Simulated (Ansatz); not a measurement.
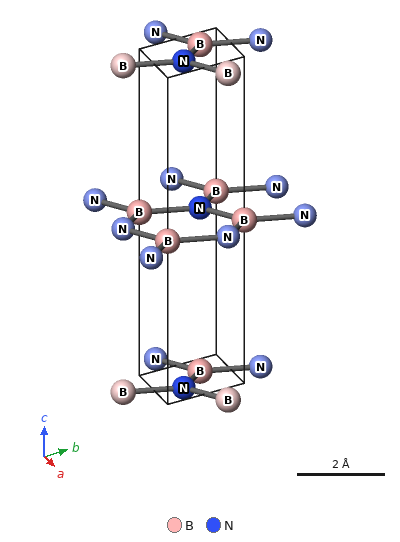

*The structure as given in the input (ball-and-stick view of the cell of the calculation, seen slightly off an axis; neighbours outside the cell are drawn fainter). An atom can appear more than once, as a periodic image.*

Near neighbours in the periodic cell (some may lie outside the picture): B has 3 N at 1.45 Å; N has 3 B at 1.45 Å.

## Run report: BN, geometry relaxation (part 1 of 3)

- system: BN (P-6m2, 4 atoms in the cell)
- method: DFT PBE, scalar-relativistic, plane waves, PAW, no spin polarisation (Ansatz 0.2.0)

The structure was made by a generator, so it may or may not be a known phase.

Input file
```yaml
crystal:
  lattice:
    - [2.5121118924, 0.0, 0.0]
    - [-1.2560559462, 2.175552716, 0.0]
    - [0.0, 0.0, 7.855220439]
  atoms:
    - { symbol: B, position: [0.0, 0.0, 0.5] }
    - { symbol: B, position: [0.3333333333, 0.6666666667, 0.0] }
    - { symbol: "N", position: [0.3333333333, 0.6666666667, 0.5] }
    - { symbol: "N", position: [0.6666666667, 0.3333333333, 0.0] }
basis:
  ecutwfc: 420
kpoints:
  mp_grid: { grid: [12, 12, 4] }
hamiltonian:
  xc: pbe
scf:
  occupations: { method: gaussian, width: 0.02 }
output:
  forces: true
  stress: true
  eigenvalues: true
  write_density: true
  write_potential: true
  elf: true
  volumetric_format: npy
relax:
  adjacent_minimum: "off"
  f_tol: 0.01
  max_steps: 80
  cell: { stress_tol: 0.05 }
```

Run on 1 thread of Intel Xeon @ 2.70GHz, 189 GiB of memory available, shared host.

Launch command:
```bash
ansatz run input.yaml --threads 1 --pin off --max-ram 2560MiB --backend cpu --events-out ev --progress --plain --runs-dir out
```

What the program printed
```
Engine: ansatz 0.2.0, x86_64-unknown-linux-gnu
Pseudopotentials: kind: paw
Pseudopotential: B, paw, valence charge 3, recommended cutoff 420 eV (normal), B.paw.azcp
Pseudopotential: N, paw, valence charge 5, recommended cutoff 420 eV (normal), N.paw.azcp
Functional definition: PBE
  parameter kappa = 0.804
  parameter beta = 0.06672455060314922
  exchange = pbe_x(kappa = kappa, mu = beta*pi^2/3)
  correlation = pbe_c(beta = beta)
Crystal: 4 atoms, lattice volume = 42.931 Å³
Basis set: ecut = 420 eV, 837 PW (Γ), exchange–correlation on 36×36×108 points (8 copies of the dense FFT grid, shifted against one another)
Bands: 12, of which v1, the nominal top of the filled ones, is band 8 counted from 1 (7 counted from 0)
Symmetry: 12 space group operations
Space group: P-6m2 (ITA 187), of the structure as read, at distance tolerance 3.5e-5 Å
k-points: 57 of 576 (time reversal used)
Non-local potential: B, projectors of the file, l = 0: 2, l = 1: 2, l = 2: 1
Non-local potential: N, projectors of the file, l = 0: 2, l = 1: 2, l = 2: 1
PAW form: soft (Blöchl's): semilocal exchange-correlation on the pseudo side does not see the compensation charge
PAW one-centre angular grid: B, 110 points (default); XC on 64 Gauss nodes
PAW one-centre angular grid: N, 110 points (default); XC on 64 Gauss nodes
Initial density: superposition of atomic densities (neutral atoms: chi_scale 0, normalization atom), corrected by the library's trained network
Initial wavefunctions: pseudopotential atomic-orbital guess
Functional: x = pbe(κ = 0.804, μ = 0.2195149727645171), c = pbe(β = 0.06672455060314922)
SCF iter   1: F=—  HF=-1084.856790 eV  |F-HF|=—  |Δ(HF+E_count)|=         —  Δρ=3.32e-3  dr2=1.72e-3  ethr=1.77e-3  ⟨swp⟩=6.5  Hψ=4308  notcnv=0
preconditioner: auto → none  [insulator: Δε(μ)=4.500 eV  Ē_g=15.450 eV  σ=0.020 eV  W_gap=1.00  n_scr=4 (ndim 8)  ℏωp=22.7 eV  f_vac=0.182  D(μ)=0.00/eV (n_scr^D=0)  ε∞_Penn≈3.2]
SCF iter   2: F=—  HF=-1084.857899 eV  |F-HF|=—  |Δ(HF+E_count)|=   1.11e-3  Δρ=1.40e-3  dr2=2.63e-4  ethr=1.08e-5  ⟨swp⟩=2.6  Hψ=1774  notcnv=0
SCF iter   3: F=—  HF=-1084.858220 eV  |F-HF|=—  |Δ(HF+E_count)|=   3.22e-4  Δρ=7.04e-4  dr2=4.42e-5  ethr=1.65e-6  ⟨swp⟩=2.0  Hψ=1164  notcnv=0
SCF iter   4: F=—  HF=-1084.858357 eV  |F-HF|=—  |Δ(HF+E_count)|=   1.37e-4  Δρ=1.62e-4  dr2=2.16e-6  ethr=2.76e-7  ⟨swp⟩=2.5  Hψ=1256  notcnv=0
iter 5 did not close the SCF: its close was put off for the readings that it lacked (scf_convergence_deferred on its scf_iter line)
SCF iter   5: F=-1084.858369 eV  HF=-1084.858369 eV  |F-HF|=2.33e-7  |Δ(HF+E_count)|=   1.14e-5  Δρ=2.04e-5  dr2=3.21e-8  ethr=1.35e-8  ⟨swp⟩=2.1  Hψ=1070  notcnv=0
SCF iter   6: F=-1084.858369 eV  HF=-1084.858369 eV  |F-HF|=6.24e-10  |Δ(HF+E_count)|=   2.45e-7  Δρ=1.44e-6  dr2=4.93e-10  ethr=2.01e-10  ⟨swp⟩=5.5  Hψ=3890  notcnv=0
SCF 1 converged in 6 iterations: F = -1084.858369 eV  dr2 = 4.93e-10
  greatest PAW one-centre occupation: 0.796 electrons in one spin orbital (limit 2), on the N atom at site 2 (counted from 0), in its partial waves of l = 0
relax step   1: F+E_penalty+E_count = -1084.85836894 eV  Δ(F+E_penalty+E_count) = +0.000e0 eV  max|allowed force component| = 2.405e-16 eV/Å  Δτ_max = 0.0000 Å  P = +0.085 GPa  Ω = 42.931 Å³  (6 SCF iters, dr2 threshold 1.00e-7 eV, accepted)
Crystal: 4 atoms, lattice volume = 43.177 Å³
Basis set: ecut = 420 eV, 861 PW (Γ), exchange–correlation on 36×36×108 points (8 copies of the dense FFT grid, shifted against one another)
Initial density: handed on by an earlier stage of this run
Initial wavefunctions: those handed on with the density
iter 1 solved again at ethr=2.58e-6 eV; its pass at ethr=3.10e-3 eV (dr2=4.12e-4 eV) is discarded
SCF iter   1: F=—  HF=-1084.857933 eV  |F-HF|=—  |Δ(HF+E_count)|=         —  Δρ=6.40e-4  dr2=2.99e-4  ethr=2.58e-6  ⟨swp⟩=2.1  Hψ=5229  notcnv=0
preconditioner: auto → none  [insulator: Δε(μ)=4.502 eV  Ē_g=15.442 eV  σ=0.020 eV  W_gap=1.00  n_scr=4 (ndim 8)  ℏωp=22.6 eV  f_vac=0.190  D(μ)=0.00/eV (n_scr^D=0)  ε∞_Penn≈3.1]
SCF iter   2: F=—  HF=-1084.857870 eV  |F-HF|=—  |Δ(HF+E_count)|=   6.31e-5  Δρ=3.56e-4  dr2=4.00e-5  ethr=1.87e-6  ⟨swp⟩=2.0  Hψ=1021  notcnv=0
SCF iter   3: F=—  HF=-1084.857853 eV  |F-HF|=—  |Δ(HF+E_count)|=   1.72e-5  Δρ=1.17e-4  dr2=6.31e-6  ethr=2.50e-7  ⟨swp⟩=2.3  Hψ=1135  notcnv=0
SCF iter   4: F=—  HF=-1084.857854 eV  |F-HF|=—  |Δ(HF+E_count)|=   1.73e-6  Δρ=3.20e-5  dr2=2.06e-7  ethr=3.94e-8  ⟨swp⟩=2.9  Hψ=1173  notcnv=0
SCF iter   5: F=-1084.857855 eV  HF=-1084.857855 eV  |F-HF|=1.19e-9  |Δ(HF+E_count)|=   2.38e-7  Δρ=3.02e-6  dr2=2.74e-9  ethr=1.07e-9  ⟨swp⟩=9.5  Hψ=4961  notcnv=0
SCF 2 converged in 5 iterations: F = -1084.857855 eV  dr2 = 2.74e-9
relax step   2: F+E_penalty+E_count = -1084.85785473 eV  Δ(F+E_penalty+E_count) = +5.142e-4 eV  max|allowed force component| = 6.870e-16 eV/Å  Δτ_max = 0.0000 Å  P = +0.046 GPa  Ω = 43.177 Å³  energy of the carried Pulay correction = -8.497e-4 eV  (5 SCF iters, dr2 threshold 1.72e-7 eV, accepted)
Crystal: 4 atoms, lattice volume = 43.659 Å³
iter 1 solved again at ethr=6.85e-6 eV; its pass at ethr=3.10e-3 eV (dr2=1.10e-3 eV) is discarded
SCF iter   1: F=—  HF=-1084.856726 eV  |F-HF|=—  |Δ(HF+E_count)|=         —  Δρ=1.23e-3  dr2=1.14e-3  ethr=6.85e-6  ⟨swp⟩=2.0  Hψ=5665  notcnv=0
preconditioner: auto → none  [insulator: Δε(μ)=4.461 eV  Ē_g=15.415 eV  σ=0.020 eV  W_gap=1.00  n_scr=4 (ndim 8)  ℏωp=22.5 eV  f_vac=0.205  D(μ)=0.00/eV (n_scr^D=0)  ε∞_Penn≈3.1]
SCF iter   2: F=—  HF=-1084.856487 eV  |F-HF|=—  |Δ(HF+E_count)|=   2.38e-4  Δρ=6.82e-4  dr2=1.49e-4  ethr=6.85e-6  ⟨swp⟩=2.2  Hψ=1208  notcnv=0
SCF iter   3: F=—  HF=-1084.856487 eV  |F-HF|=—  |Δ(HF+E_count)|=   4.99e-7  Δρ=2.27e-4  dr2=2.38e-5  ethr=9.32e-7  ⟨swp⟩=2.4  Hψ=1158  notcnv=0
SCF iter   4: F=—  HF=-1084.856453 eV  |F-HF|=—  |Δ(HF+E_count)|=   3.37e-5  Δρ=6.26e-5  dr2=7.85e-7  ethr=1.49e-7  ⟨swp⟩=2.8  Hψ=1147  notcnv=0
SCF iter   5: F=-1084.856454 eV  HF=-1084.856454 eV  |F-HF|=4.49e-9  |Δ(HF+E_count)|=   9.39e-7  Δρ=5.84e-6  dr2=1.09e-8  ethr=4.73e-10  ⟨swp⟩=10.1  Hψ=5356  notcnv=0
SCF 3 converged in 5 iterations: F = -1084.856454 eV  dr2 = 1.09e-8
relax step   3: F+E_penalty+E_count = -1084.85645402 eV  Δ(F+E_penalty+E_count) = +1.401e-3 eV  max|allowed force component| = 1.874e-16 eV/Å  Δτ_max = 0.0000 Å  P = -0.016 GPa  Ω = 43.659 Å³  energy of the carried Pulay correction = -2.506e-3 eV  (5 SCF iters, dr2 threshold 7.57e-8 eV, accepted)
Initial wavefunctions: pseudopotential atomic-orbital guess (no wavefunctions were taken with the density)
iter 1 solved again at ethr=4.58e-8 eV; its pass at ethr=3.10e-3 eV (dr2=7.33e-6 eV) is discarded
SCF iter   1: F=—  HF=-1084.859353 eV  |F-HF|=—  |Δ(HF+E_count)|=         —  Δρ=1.31e-4  dr2=1.02e-6  ethr=4.58e-8  ⟨swp⟩=3.4  Hψ=6423  notcnv=0
preconditioner: auto → none  [insulator: Δε(μ)=4.486 eV  Ē_g=15.429 eV  σ=0.020 eV  W_gap=1.00  n_scr=4 (ndim 8)  ℏωp=22.5 eV  f_vac=0.201  D(μ)=0.00/eV (n_scr^D=0)  ε∞_Penn≈3.1]
SCF iter   2: F=—  HF=-1084.859323 eV  |F-HF|=—  |Δ(HF+E_count)|=   2.99e-5  Δρ=6.46e-5  dr2=2.56e-7  ethr=6.36e-9  ⟨swp⟩=2.0  Hψ=1140  notcnv=0
SCF iter   3: F=—  HF=-1084.859326 eV  |F-HF|=—  |Δ(HF+E_count)|=   2.61e-6  Δρ=2.35e-5  dr2=6.00e-8  ethr=1.60e-9  ⟨swp⟩=2.0  Hψ=1099  notcnv=0
SCF iter   4: F=—  HF=-1084.859326 eV  |F-HF|=—  |Δ(HF+E_count)|=   2.97e-7  Δρ=2.31e-6  dr2=5.97e-10  ethr=3.75e-10  ⟨swp⟩=2.0  Hψ=1139  notcnv=0
SCF iter   5: F=—  HF=-1084.859326 eV  |F-HF|=—  |Δ(HF+E_count)|=   2.75e-9  Δρ=4.68e-7  dr2=4.29e-11  ethr=3.73e-12  ⟨swp⟩=2.0  Hψ=1124  notcnv=0
SCF iter   6: F=-1084.859326 eV  HF=-1084.859326 eV  |F-HF|=9.09e-13  |Δ(HF+E_count)|=  4.91e-11  Δρ=1.62e-7  dr2=8.68e-12  ethr=1.00e-12  ⟨swp⟩=5.7  Hψ=2855  notcnv=0
SCF 4 converged in 6 iterations: F = -1084.859326 eV  dr2 = 8.68e-12
relax step   4: F+E_penalty+E_count = -1084.85932636 eV  Δ(F+E_penalty+E_count) = -2.872e-3 eV  max|allowed force component| = 1.665e-16 eV/Å  Δτ_max = 0.0000 Å  P = +0.084 GPa  Ω = 43.659 Å³  stress off target by 1.85e-1 GPa  SCF on the basis re-selected at this cell (its energy is not comparable with the rows above)  (6 SCF iters)
basis re-selected at this cell: Δ(F+E_penalty+E_count) = -2.872e-3 eV, ΔP = +0.099 GPa vs the last step (what re-selecting the basis moved, of the pressure what is left beyond the Pulay correction that the steps carried, after the strain that the cell walked since its last selection, with what the two solves' SCF thresholds leave and, on support functions, any second-order correction that the steps lacked; it is no measure of the basis error at this ecutwfc). This SCF's stress stands 1.85e-1 GPa from its target on what of the cell is left free (relax.cell.stress_tol is 5.00e-2 GPa) and its largest allowed force component is 1.67e-16 eV/Å (relax.f_tol is 1.00e-2 eV/Å): not within both, so this SCF does not close the relaxation
Crystal: 4 atoms, lattice volume = 44.150 Å³
iter 1 solved again at ethr=7.12e-6 eV; its pass at ethr=3.10e-3 eV (dr2=1.14e-3 eV) is discarded
SCF iter   1: F=—  HF=-1084.858292 eV  |F-HF|=—  |Δ(HF+E_count)|=         —  Δρ=1.24e-3  dr2=1.18e-3  ethr=7.12e-6  ⟨swp⟩=2.1  Hψ=5656  notcnv=0
preconditioner: auto → none  [insulator: Δε(μ)=4.432 eV  Ē_g=15.394 eV  σ=0.020 eV  W_gap=1.00  n_scr=4 (ndim 8)  ℏωp=22.4 eV  f_vac=0.211  D(μ)=0.00/eV (n_scr^D=0)  ε∞_Penn≈3.1]
SCF iter   2: F=—  HF=-1084.858033 eV  |F-HF|=—  |Δ(HF+E_count)|=   2.58e-4  Δρ=6.87e-4  dr2=1.54e-4  ethr=7.12e-6  ⟨swp⟩=2.2  Hψ=1216  notcnv=0
SCF iter   3: F=—  HF=-1084.858029 eV  |F-HF|=—  |Δ(HF+E_count)|=   3.95e-6  Δρ=2.27e-4  dr2=2.42e-5  ethr=9.61e-7  ⟨swp⟩=2.4  Hψ=1158  notcnv=0
SCF iter   4: F=—  HF=-1084.857972 eV  |F-HF|=—  |Δ(HF+E_count)|=   5.77e-5  Δρ=6.30e-5  dr2=8.04e-7  ethr=1.51e-7  ⟨swp⟩=2.8  Hψ=1177  notcnv=0
SCF iter   5: F=-1084.857973 eV  HF=-1084.857973 eV  |F-HF|=2.83e-9  |Δ(HF+E_count)|=   9.52e-7  Δρ=5.48e-6  dr2=9.26e-9  ethr=5.35e-10  ⟨swp⟩=10.1  Hψ=5270  notcnv=0
SCF 5 converged in 5 iterations: F = -1084.857973 eV  dr2 = 9.26e-9
relax step   5: F+E_penalty+E_count = -1084.85797259 eV  Δ(F+E_penalty+E_count) = +1.354e-3 eV  max|allowed force component| = 1.688e-16 eV/Å  Δτ_max = 0.0000 Å  P = +0.049 GPa  Ω = 44.150 Å³  energy of the carried Pulay correction = -1.724e-3 eV  (5 SCF iters, dr2 threshold 8.55e-8 eV, accepted)
Crystal: 4 atoms, lattice volume = 44.354 Å³
Basis set: ecut = 420 eV, 873 PW (Γ), exchange–correlation on 36×36×108 points (8 copies of the dense FFT grid, shifted against one another)
iter 1 solved again at ethr=1.77e-6 eV; its pass at ethr=3.10e-3 eV (dr2=2.83e-4 eV) is discarded
SCF iter   1: F=—  HF=-1084.857389 eV  |F-HF|=—  |Δ(HF+E_count)|=         —  Δρ=5.20e-4  dr2=2.07e-4  ethr=1.77e-6  ⟨swp⟩=2.0  Hψ=5183  notcnv=0
preconditioner: auto → none  [insulator: Δε(μ)=4.437 eV  Ē_g=15.393 eV  σ=0.020 eV  W_gap=1.00  n_scr=4 (ndim 8)  ℏωp=22.3 eV  f_vac=0.211  D(μ)=0.00/eV (n_scr^D=0)  ε∞_Penn≈3.1]
SCF iter   2: F=—  HF=-1084.857341 eV  |F-HF|=—  |Δ(HF+E_count)|=   4.76e-5  Δρ=2.89e-4  dr2=2.73e-5  ethr=1.29e-6  ⟨swp⟩=2.0  Hψ=1021  notcnv=0
SCF iter   3: F=—  HF=-1084.857263 eV  |F-HF|=—  |Δ(HF+E_count)|=   7.85e-5  Δρ=9.36e-5  dr2=4.20e-6  ethr=1.70e-7  ⟨swp⟩=2.1  Hψ=1179  notcnv=0
SCF iter   4: F=—  HF=-1084.857266 eV  |F-HF|=—  |Δ(HF+E_count)|=   3.05e-6  Δρ=2.66e-5  dr2=1.45e-7  ethr=2.63e-8  ⟨swp⟩=3.0  Hψ=1179  notcnv=0
SCF iter   5: F=-1084.857266 eV  HF=-1084.857266 eV  |F-HF|=2.41e-9  |Δ(HF+E_count)|=   1.64e-7  Δρ=3.38e-6  dr2=3.87e-9  ethr=4.50e-11  ⟨swp⟩=6.4  Hψ=4486  notcnv=0
SCF 6 converged in 5 iterations: F = -1084.857266 eV  dr2 = 3.87e-9
relax step   6: F+E_penalty+E_count = -1084.85726599 eV  Δ(F+E_penalty+E_count) = +7.066e-4 eV  max|allowed force component| = 1.735e-16 eV/Å  Δτ_max = 0.0000 Å  P = +0.011 GPa  Ω = 44.354 Å³  energy of the carried Pulay correction = -2.463e-3 eV  (5 SCF iters, dr2 threshold 7.20e-9 eV, accepted)
Basis set: ecut = 420 eV, 873 PW (Γ), exchange–correlation on 36×36×120 points (8 copies of the dense FFT grid, shifted against one another)
iter 1 solved again at ethr=3.57e-8 eV; its pass at ethr=3.10e-3 eV (dr2=5.71e-6 eV) is discarded
SCF iter   1: F=—  HF=-1084.859965 eV  |F-HF|=—  |Δ(HF+E_count)|=         —  Δρ=1.20e-4  dr2=8.46e-7  ethr=3.57e-8  ⟨swp⟩=3.6  Hψ=6454  notcnv=0
preconditioner: auto → none  [insulator: Δε(μ)=4.448 eV  Ē_g=15.400 eV  σ=0.020 eV  W_gap=1.00  n_scr=4 (ndim 8)  ℏωp=22.3 eV  f_vac=0.213  D(μ)=0.00/eV (n_scr^D=0)  ε∞_Penn≈3.1]
SCF iter   2: F=—  HF=-1084.859993 eV  |F-HF|=—  |Δ(HF+E_count)|=   2.76e-5  Δρ=5.91e-5  dr2=2.12e-7  ethr=5.29e-9  ⟨swp⟩=2.0  Hψ=1138  notcnv=0
SCF iter   3: F=—  HF=-1084.859995 eV  |F-HF|=—  |Δ(HF+E_count)|=   1.72e-6  Δρ=2.02e-5  dr2=6.22e-8  ethr=1.32e-9  ⟨swp⟩=2.0  Hψ=1136  notcnv=0
SCF iter   4: F=—  HF=-1084.859995 eV  |F-HF|=—  |Δ(HF+E_count)|=   1.30e-7  Δρ=2.22e-6  dr2=5.73e-10  ethr=3.89e-10  ⟨swp⟩=2.0  Hψ=1140  notcnv=0
SCF iter   5: F=-1084.859995 eV  HF=-1084.859995 eV  |F-HF|=1.71e-11  |Δ(HF+E_count)|=   1.74e-9  Δρ=2.12e-7  dr2=5.92e-12  ethr=1.00e-12  ⟨swp⟩=4.5  Hψ=3397  notcnv=0
SCF 7 converged in 5 iterations: F = -1084.859995 eV  dr2 = 5.92e-12
```
